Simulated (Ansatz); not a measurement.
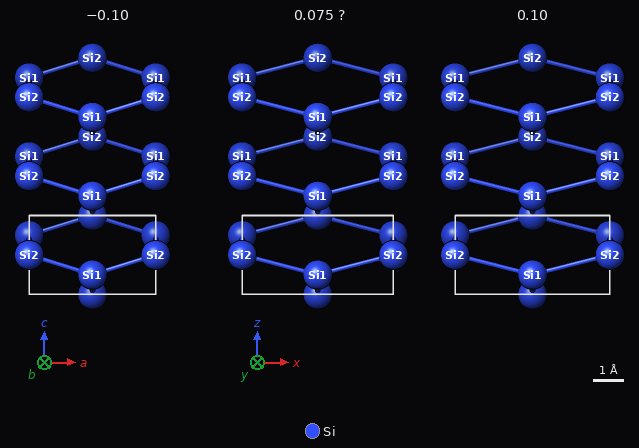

A scan of crystalline Si (I4_1/amd): the cell is strained along x alone, with the atoms kept at their fractional coordinates. x, y and z are the Cartesian axes of the input. Style: ball-and-stick. Shown: the conventional cell (2 times the calculation's cell), repeated 1 × 1 × 3 with one cell outlined, along the b axis. Lengths and directions refer to the drawn axes.

Theory: DFT r2SCAN, scalar-relativistic, plane waves, PAW (Ansatz 0.2.0). Settings: plane-wave cutoff 500 eV; k-point mesh 20 × 20 × 20; occupations gaussian; smearing width 0.15 eV; no spin polarisation. Energies (free energies at the smearing named) are counted from the cell as listed in its source, which wasn't relaxed.

| strain | ΔE (meV/atom) |
| --- | --- |
| −0.1000 | 209.3 |
| −0.0750 | 114.3 |
| −0.0500 | 52.5 |
| −0.0250 | 15.9 |
| 0.0000 | 0.0 |
| 0.0250 | 0.3 |
| 0.0500 | 13.4 |
| 0.0750 | ? |
| 0.0875 | 50.4 |
| 0.1000 | 66.0 |

Question: One row is withheld. What is its energy?

Answer: A straight line between the two neighbours gives 38.1 meV/atom. A cubic through the four nearest rows (0.0250, 0.0500, 0.0875, 0.1000) gives, with Lagrange weights, (−0.0667)(0.3) + (0.3333)(13.4) + (1.0667)(50.4) + (−0.3333)(66.0) = 36.2 meV/atom. The calculation gives 36.3 meV/atom, so the cubic is 0.1 meV/atom too low and the straight line 1.8 meV/atom too high, as the curve bends upwards here.

The whole profile:

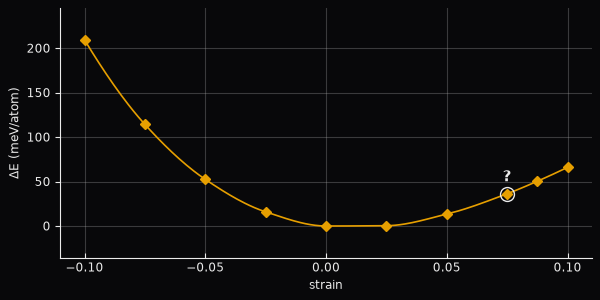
